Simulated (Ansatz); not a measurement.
Geometry relaxation, with input and output: Cu (part 2 of 2)

Continued. System: Cu (Fm-3m, 1 atom in the cell). Method: DFT PBE+D3(BJ), scalar-relativistic, plane waves, PAW, no spin polarisation (Ansatz 0.2.0); cutoff 420 eV, 20×20×20 k-mesh, Gaussian smearing of 0.1 eV. The structure derives from an entry of the Crystallography Open Database.

Geometry of the input (Å; fractional positions):
```
0.0000  1.8075  1.8075
1.8075  0.0000  1.8075
1.8075  1.8075  0.0000
Cu 0.0000  0.0000  0.0000
```

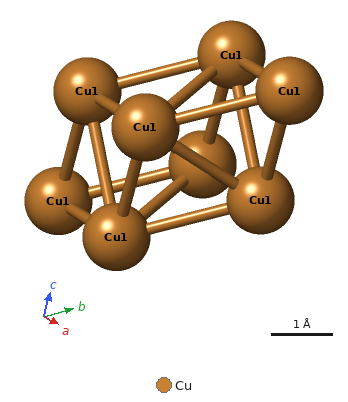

Fig. 1: The geometry at step 3 of the log (ball-and-stick view of the cell of the calculation, seen slightly off an axis; atoms are numbered from 1 in the order of the input).

Log, continued:
```
SCF iter   1: F=—  HF=-6625.768667 eV  |F-HF|=—  |Δ(HF+E_count)|=         —  Δρ=1.29e-4  dr2=1.21e-6  ethr=6.64e-9  ⟨swp⟩=1.7  Hψ=21074  notcnv=0
preconditioner: auto → none  [metal: Δε(μ)=0.064 eV  Ē_g=17.551 eV  σ=0.100 eV  W_gap=0.33  n_scr=0 (ndim 8)  ℏωp=36.6 eV  f_vac=0.000  D(μ)=0.26/eV (n_scr^D=0)]
SCF iter   2: F=—  HF=-6625.768666 eV  |F-HF|=—  |Δ(HF+E_count)|=   1.24e-6  Δρ=1.05e-5  dr2=6.69e-9  ethr=6.35e-9  ⟨swp⟩=2.2  Hψ=4885  notcnv=0
iter 3 did not close the SCF: its close was put off for the readings that it lacked (scf_convergence_deferred on its scf_iter line)
SCF iter   3: F=-6625.768666 eV  HF=-6625.768666 eV  |F-HF|=3.18e-9  |Δ(HF+E_count)|=   1.07e-8  Δρ=7.23e-6  dr2=4.91e-9  ethr=3.52e-11  ⟨swp⟩=2.0  Hψ=5928  notcnv=0
iter 4 did not close the SCF: its close was put off for the readings that it lacked (scf_convergence_deferred on its scf_iter line)
SCF iter   4: F=-6625.768666 eV  HF=-6625.768666 eV  |F-HF|=6.09e-11  |Δ(HF+E_count)|=   1.27e-9  Δρ=9.08e-7  dr2=2.19e-11  ethr=2.58e-11  ⟨swp⟩=2.4  Hψ=5005  notcnv=0
iter 5 did not close the SCF: its close was put off for the readings that it lacked (scf_convergence_deferred on its scf_iter line)
SCF iter   5: F=-6625.768666 eV  HF=-6625.768666 eV  |F-HF|=0.00e0  |Δ(HF+E_count)|=  8.19e-11  Δρ=6.00e-8  dr2=2.16e-13  ethr=1.00e-12  ⟨swp⟩=2.0  Hψ=5095  notcnv=0
SCF iter   6: F=-6625.768666 eV  HF=-6625.768666 eV  |F-HF|=9.09e-13  |Δ(HF+E_count)|=    0.00e0  Δρ=5.19e-9  dr2=7.88e-16  ethr=1.00e-12  ⟨swp⟩=3.0  Hψ=12524  notcnv=0
SCF 6 converged in 6 iterations: F = -6625.768666 eV  dr2 = 7.88e-16
relax step   6: F+E_penalty+E_count = -6625.76866582 eV  Δ(F+E_penalty+E_count) = +2.789e-6 eV  max|allowed force component| = 0.000e0 eV/Å  Δτ_max = 0.0000 Å  P = +0.000 GPa  Ω = 11.312 Å³  energy of the carried Pulay correction = -3.500e-6 eV  (6 SCF iters, accepted)
iter 1 solved again at ethr=2.65e-11 eV; its pass at ethr=3.10e-3 eV (dr2=5.03e-9 eV) is discarded
SCF iter   1: F=—  HF=-6625.768672 eV  |F-HF|=—  |Δ(HF+E_count)|=         —  Δρ=1.33e-6  dr2=3.37e-11  ethr=2.65e-11  ⟨swp⟩=4.6  Hψ=31836  notcnv=0
preconditioner: auto → none  [metal: Δε(μ)=0.064 eV  Ē_g=17.550 eV  σ=0.100 eV  W_gap=0.33  n_scr=0 (ndim 8)  ℏωp=36.6 eV  f_vac=0.000  D(μ)=0.26/eV (n_scr^D=0)]
SCF iter   2: F=—  HF=-6625.768671 eV  |F-HF|=—  |Δ(HF+E_count)|=   9.78e-7  Δρ=8.78e-7  dr2=3.53e-11  ethr=1.00e-12  ⟨swp⟩=2.5  Hψ=5370  notcnv=0
iter 3 did not close the SCF: its close was put off for the readings that it lacked (scf_convergence_deferred on its scf_iter line)
SCF iter   3: F=-6625.768671 eV  HF=-6625.768671 eV  |F-HF|=1.09e-11  |Δ(HF+E_count)|=  1.73e-11  Δρ=3.28e-7  dr2=5.46e-12  ethr=1.00e-12  ⟨swp⟩=1.0  Hψ=3584  notcnv=0
iter 4 did not close the SCF: its close was put off for the readings that it lacked (scf_convergence_deferred on its scf_iter line)
SCF iter   4: F=-6625.768671 eV  HF=-6625.768671 eV  |F-HF|=1.82e-12  |Δ(HF+E_count)|=  9.09e-13  Δρ=4.80e-8  dr2=5.54e-14  ethr=1.00e-12  ⟨swp⟩=1.0  Hψ=3584  notcnv=0
iter 5 did not close the SCF: its close was put off for the readings that it lacked (scf_convergence_deferred on its scf_iter line)
SCF iter   5: F=-6625.768671 eV  HF=-6625.768671 eV  |F-HF|=9.09e-13  |Δ(HF+E_count)|=  1.82e-12  Δρ=1.57e-8  dr2=1.55e-14  ethr=1.00e-12  ⟨swp⟩=1.0  Hψ=3584  notcnv=0
iter 6 did not close the SCF: its close was put off for the readings that it lacked (scf_convergence_deferred on its scf_iter line)
SCF iter   6: F=-6625.768671 eV  HF=-6625.768671 eV  |F-HF|=9.09e-13  |Δ(HF+E_count)|=  1.82e-12  Δρ=1.98e-9  dr2=2.42e-16  ethr=1.00e-12  ⟨swp⟩=1.0  Hψ=3584  notcnv=0
SCF iter   7: F=-6625.768671 eV  HF=-6625.768671 eV  |F-HF|=0.00e0  |Δ(HF+E_count)|=    0.00e0  Δρ=5.78e-10  dr2=2.00e-17  ethr=1.00e-12  ⟨swp⟩=1.7  Hψ=8998  notcnv=0
SCF 7 converged in 7 iterations: F = -6625.768671 eV  dr2 = 2.00e-17
relax step   7: F+E_penalty+E_count = -6625.76867087 eV  Δ(F+E_penalty+E_count) = -5.047e-6 eV  max|allowed force component| = 0.000e0 eV/Å  Δτ_max = 0.0000 Å  P = -0.001 GPa  Ω = 11.312 Å³  stress off target by 5.58e-4 GPa  SCF on the basis re-selected at this cell (its energy is not comparable with the rows above)  (7 SCF iters)
```

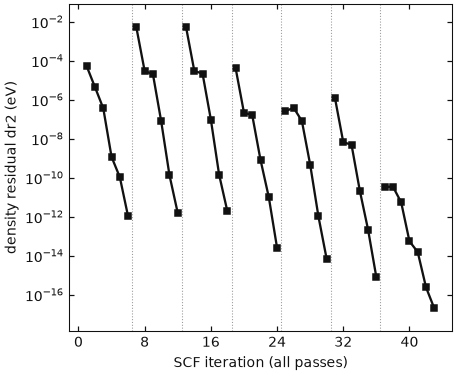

Fig. 2: Convergence of the self-consistent field: density residual dr2 against the SCF iteration. The dotted lines part the SCF passes of the relaxation: geometry steps, rejected trials and re-solves on a re-selected basis. The 7 passes take 6 to 7 iterations each, 43 in all.

```
basis re-selected at this cell: Δ(F+E_penalty+E_count) = -5.047e-6 eV, ΔP = -0.001 GPa vs the last step (what re-selecting the basis moved, of the pressure what is left beyond the Pulay correction that the steps carried, after the strain that the cell walked since its last selection, with what the two solves' SCF thresholds leave and, on support functions, any second-order correction that the steps lacked; it is no measure of the basis error at this ecutwfc). This SCF's stress stands 5.58e-4 GPa from its target on what of the cell is left free (relax.cell.stress_tol is 5.00e-2 GPa) and its largest allowed force component is 0.00e0 eV/Å (relax.f_tol is 5.00e-3 eV/Å): within both
SCF converged after 7 iterations
Free energy (F): -6625.768671 eV
Harris-Foulkes:  -6625.768671 eV  (|F-HF|=0.00e0)
Internal energy: -6625.767360 eV  (E = F + TS)
E sigma→0 (E₀):  -6625.768016 eV
Entropy (-TS):   -0.001310 eV (-1.310 meV/atom)
Fermi energy:    17.701970 eV
--- Per-component energies (eV) ---
  E_band       = -343.549334
  E_kinetic    = 300.543877
  E_local      = -3970.480040  (includes V_loc(G=0)·N_el)
  E_nonlocal   = 389.269066
  E_hartree    = 1751.958925
  E_xc         = -89.991227
  E_vxc        = -116.164796  (∫ρ·V_xc dr)
  E_paw        = -1662.243489  (= ΣΔE_a)
  E_vpaw       = -450.635532  (= ΣTr[D̂ρ^β])
  E_aug_tail   = 0.000240  (compensation charges beyond the density's cutoff)
  E_ewald      = -3344.214825
  E_disp       = -0.609888  (pairwise vdW)
  E_smearing   = -0.001310  (= −TS)
  E_closure    = -0.000000  (closes the sum)
  Σ components = -6625.768671   (vs F -6625.768671, Δ=0.00e0)
--- Forces (eV/Å), atoms counted from 1 ---
  atom   1  Cu    -0.00000000     0.00000000    -0.00000000
  max |Σ_I F_I| component: 2.88e-32 eV/Å
--- Stress (GPa, compression-positive) ---
       -0.000558       0.000000       0.000000
        0.000000      -0.000558       0.000000
        0.000000       0.000000      -0.000558
  P = ⅓ Tr σ = -0.0006 GPa (-0.006 kbar)
--- Band table (eV; the first three rows and the last of 256) ---
  k-point 0: bands = ["-94.9636", "-52.2642", "-52.2642", "-52.2642", "7.9717", "14.5822", "14.5822", "14.5822", "15.4737", "15.4737", "40.6737", "43.5076", "43.5076", "43.5076"]
  k-point 1: bands = ["-94.9632", "-52.2673", "-52.2646", "-52.2646", "8.0660", "14.5609", "14.6011", "14.6011", "15.4660", "15.4660", "40.2054", "42.2331", "43.1992", "43.1992"]
  k-point 2: bands = ["-94.9619", "-52.2764", "-52.2660", "-52.2660", "8.3460", "14.5017", "14.6516", "14.6516", "15.4488", "15.4488", "38.2276", "41.4992", "42.6026", "42.6026"]
  k-point 255: bands = ["-94.9412", "-52.3489", "-52.3489", "-52.3135", "13.3636", "14.0225", "14.0225", "15.4246", "16.2448", "24.0649", "24.0649", "26.2337", "26.8731", "46.5288"]
--- Relaxed structure (5 steps of the walk, 5 accepted, 2 SCFs on fresh bases) ---
  F+E_penalty+E_count = -6625.76867087 eV   max|allowed force component| = 0.000e0 eV/Å   (the final SCF, on the basis selected at the relaxed cell)
  cell:  # Å, volume = 11.3116 Å³
    - [-3.5030681861821844e-34, 1.78168579721337, 1.78168579721337]
    - [1.78168579721337, -2.1177640876057633e-34, 1.78168579721337]
    - [1.78168579721337, 1.78168579721337, -5.716370499404741e-34]
  atoms:
    - { symbol: Cu, position: [0.0, 0.0, 0.0] }
```

Trajectory as extended XYZ (Å, eV, eV/Å), 7 frames, from step=1 to step=7:
```
1
Lattice="0.0000 1.8075 1.8075 1.8075 0.0000 1.8075 1.8075 1.8075 0.0000" Properties=species:S:1:pos:R:3:forces:R:3 step=1 energy=-6625.75818 pressure_GPa=-6.45
Cu    0.0000    0.0000    0.0000    0.0000   0.0000   0.0000
1
Lattice="0.0000 1.7942 1.7942 1.7942 0.0000 1.7942 1.7942 1.7942 0.0000" Properties=species:S:1:pos:R:3:forces:R:3 step=2 energy=-6625.76638 pressure_GPa=-3.34
Cu    0.0000    0.0000    0.0000    0.0000   0.0000   0.0000
1
Lattice="0.0000 1.7803 1.7803 1.7803 0.0000 1.7803 1.7803 1.7803 0.0000" Properties=species:S:1:pos:R:3:forces:R:3 step=3 energy=-6625.76915 pressure_GPa=0.34
Cu    0.0000    0.0000    0.0000    0.0000   0.0000   0.0000
1
Lattice="0.0000 1.7815 1.7815 1.7815 0.0000 1.7815 1.7815 1.7815 0.0000" Properties=species:S:1:pos:R:3:forces:R:3 step=4 energy=-6625.76916 pressure_GPa=0.00
Cu    0.0000    0.0000    0.0000    0.0000   0.0000   0.0000
1
Lattice="0.0000 1.7815 1.7815 1.7815 0.0000 1.7815 1.7815 1.7815 0.0000" Properties=species:S:1:pos:R:3:forces:R:3 step=5 energy=-6625.76867 pressure_GPa=0.06
Cu    0.0000    0.0000    0.0000    0.0000   0.0000   0.0000
1
Lattice="0.0000 1.7817 1.7817 1.7817 0.0000 1.7817 1.7817 1.7817 0.0000" Properties=species:S:1:pos:R:3:forces:R:3 step=6 energy=-6625.76867 pressure_GPa=0.00
Cu    0.0000    0.0000    0.0000    0.0000   0.0000   0.0000
1
Lattice="0.0000 1.7817 1.7817 1.7817 0.0000 1.7817 1.7817 1.7817 0.0000" Properties=species:S:1:pos:R:3:forces:R:3 step=7 energy=-6625.76867 pressure_GPa=-0.00
Cu    0.0000    0.0000    0.0000    0.0000   0.0000   0.0000
```

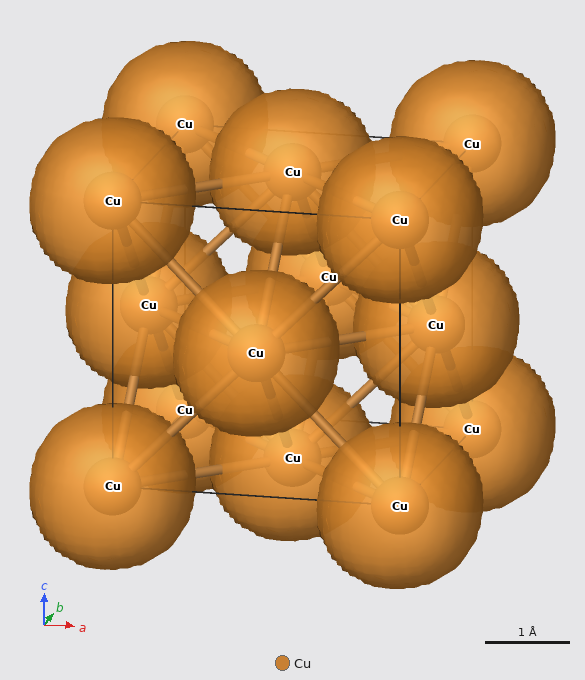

Fig. 3: Isosurface of the valence charge density (pseudo) at 0.4 e/Å³ (orange), seen slightly off an axis. Sticks mark near contacts. The outline is the cell set on symmetry axes. At this value the density breaks into separate islands; it holds about 90 % of the electrons treated as valence (semicore included). It is pinched off along the Cu–Cu (2.52 Å) contacts. On the grid the lowest density along these lines, outside the cores, is 0.29 e/Å³ (Cu–Cu, 2.52 Å). In a PAW calculation such maps are meaningful between the atoms, not at the nuclei.

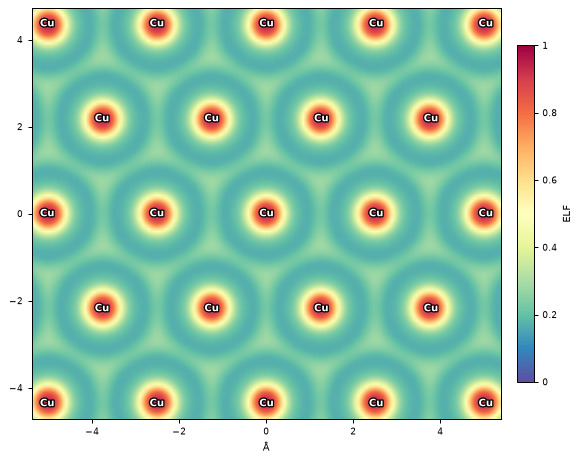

Fig. 4: ELF on the (111) plane of the conventional cell. The section cuts through Cu sites. Cu–Cu (2.52 Å): the ELF is about 0.20 at the midpoint; no shared electron pair. The strong features right at Cu lie inside the PAW spheres (semicore, d or f shells) and say nothing about bonding.

Key numbers:

```csv
quantity,value
outcome,converged
space group (tolerance 0.01 Å),Fm-3m (225)
electrons treated,19
free energy,−6625.7687 eV
Fermi energy,17.702 eV
gap on the k-point mesh,none (metallic)
pressure,0.00 GPa
final volume,11.31 Å³
largest force (length of the vector) at the end,under 0.001 eV/Å
final cell,"a = 2.520 Å, b = 2.520 Å, c = 2.520 Å, α = 60.00°, β = 60.00°, γ = 60.00°"
wall time,2.8 s (CPU time 17 s)
peak memory,0.36 GiB
```
